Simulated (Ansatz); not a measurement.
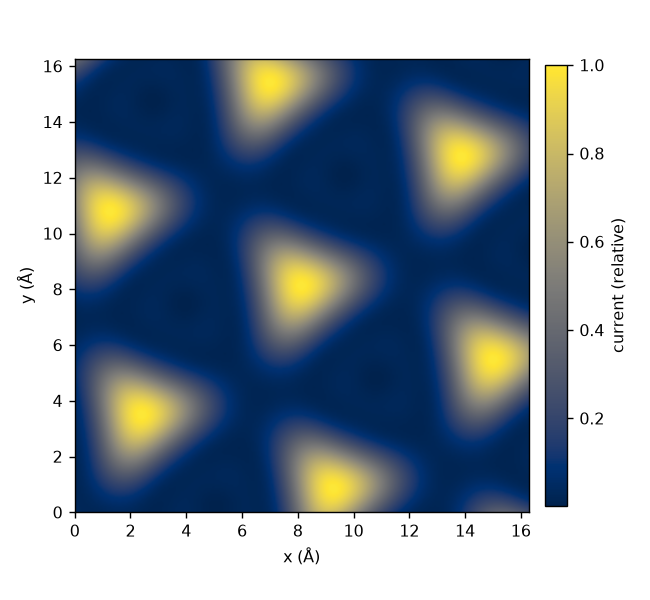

Simulated STM image (constant-height image 5.0 Å above the topmost atom, sample bias −1.00 V).

Tersoff–Hamann simulation (s-wave tip); biases are sample biases. Bias windows are sharp sums over the levels of the k mesh.

> Give the periodicity of the image.

The pattern repeats on a hexagonal lattice with shortest vectors of 7.4 Å at 60° (or 120°), a cell of 47.4 Å², with 1 maximum above 60 % of the range in each cell.

The surface:

Monolayer carbon (graphene) with one O in place of C in a 3 × 3 cell. The brightest spots lie over the O dopant; the darkest points are over the C atoms away from the dopant.

The calculation used DFT PBE+D3(BJ), scalar-relativistic, plane waves, PAW in Ansatz 0.2.0. Cutoff 600 eV, 9 × 9 k-points, Gaussian smearing 0.05 eV, dipole correction. The defects repeat every 7.4 Å and interact, so states at the Fermi level and the work function belong to this dense array. No spin polarisation (the relaxation was started with spin and lost its moment; a magnetic state may still lie lower). The sheet stays flat, as its symmetry was kept; a buckled form may lie lower. The run couldn't confirm all of its levels under its output density.
